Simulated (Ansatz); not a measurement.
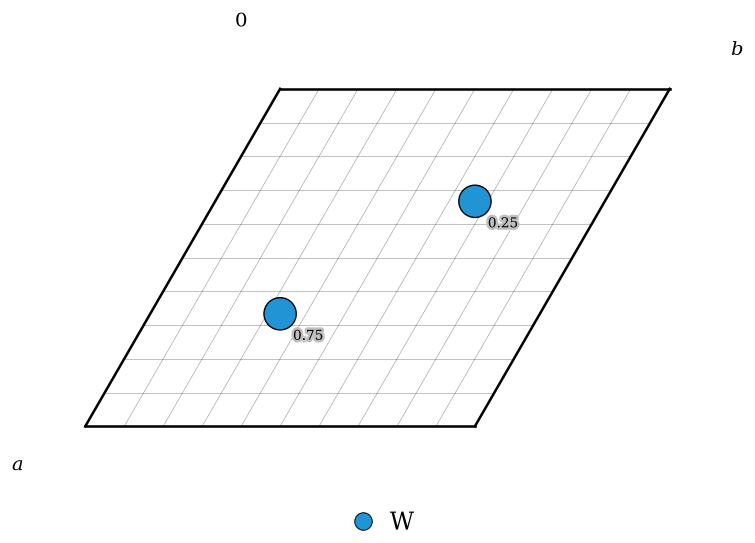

Plan of a unit cell projected along c (a down the page, b across); the numbers are heights as fractions of c, and atoms on the cell's edges are repeated. The grid marks tenths of a and b. Source: the geometry relaxed with Ansatz, DFT, PBEsol, plane waves (420 eV) with PAW, scalar-relativistic; the starting structure was generated, so it need not be a known form of this composition. All values are computed from the atomic coordinates in the standard setting (tolerance 0.002 Å).

a = 2.753 Å, b = 2.753 Å, c = 4.892 Å, α = 90.00°, β = 90.00°, γ = 120.00°.

### What does the cell contain?

2 W: W, Z = 2.

### Which space group?

No. 194, P6₃/mmc, primitive hexagonal.

### Give the independent sites, coordinates to two places.

| atom | site | symmetry | x | y | z |
| --- | --- | --- | --- | --- | --- |
| W | 2c | -6m2 | 0.33 | 0.67 | 0.25 |
